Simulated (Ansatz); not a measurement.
Consider InSb.

```
In Sb
1.0
     3.23910    3.23910    0.00000
    -3.23910    3.23910    0.00000
     0.00000    0.00000    6.54298
In Sb
2 2
Cartesian
  0.0000 0.0000 0.0000
  0.0000 3.2391 3.2715
  -1.6196 1.6196 1.6357
  1.6196 1.6196 4.9072
```

Space group I-4m2; computed pressure about 3 GPa in this cell.

These are results of DFT, PBE, plane-wave PAW, default files, scalar-relativistic in Ansatz, not measurements.

What will maps of the valence pseudo-density and electron localisation function show?

Answer. In–Sb (2.81 Å): the density is about 0.36 e/Å³ at the midpoint; the ELF peaks at about 0.65 between the atoms.

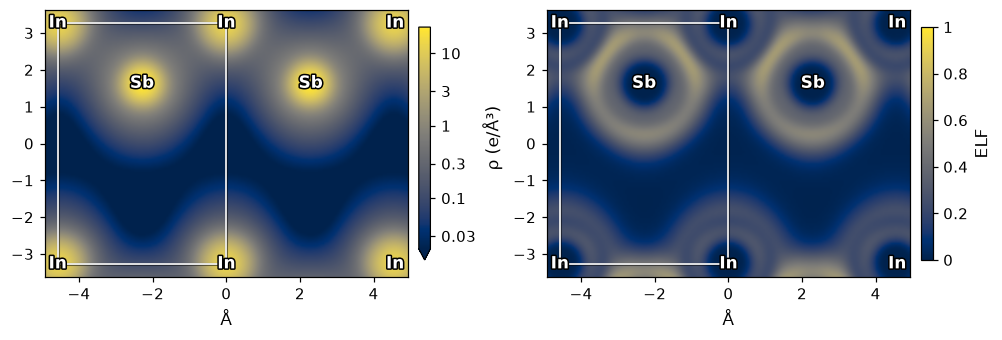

Computed valence pseudo-density and electron localisation function on the (010) plane of the conventional cell, in this order. 

Core electrons are frozen (PAW), and the valence fields are smoothed inside the atomic spheres.
